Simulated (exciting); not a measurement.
Two BSE runs for the N K edge of BN, space group P6_3mc. Run A: exciting, all-electron LAPW+lo, PBE, exchange and screened direct term (singlet BSE), 6×6×3 shifted k points, 12 conduction bands, |G+q| up to 3 bohr⁻¹, full RPA screening with nempty = 30, Lorentzian half width 0.45 eV. Run B differs in one setting: k mesh, kernel cutoff, basis, band set, screening or width.

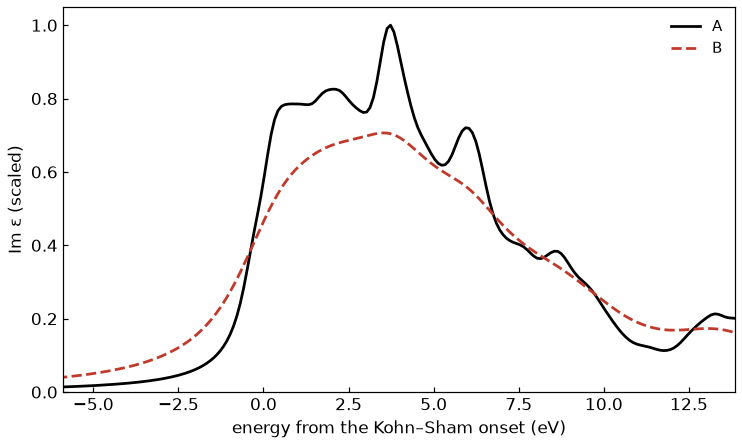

Energy from the Kohn–Sham onset, core level to the lowest empty state found on the meshes used; one zero for both, scaled to A's maximum.

The database entry behind the starting cell has ideal inner coordinates that were not refined, so it need not match the best structure at ambient conditions.

Which is the likeliest?

The half width (eV) from 0.45 to 1.35. Against run A the r.m.s. difference is 20 %. The highest maximum lies at 3.5 eV (0.71), against 3.7 eV (1.00). Only the width of each line changes; the area stays. A table step wider than the lines misses their tops. Other settings could leave a like mark; this is the change that was made.

[Hosts, paths, dates, database ids (printed as entryN), source tags and the programs' standing remarks are cut or masked in the printed files.]
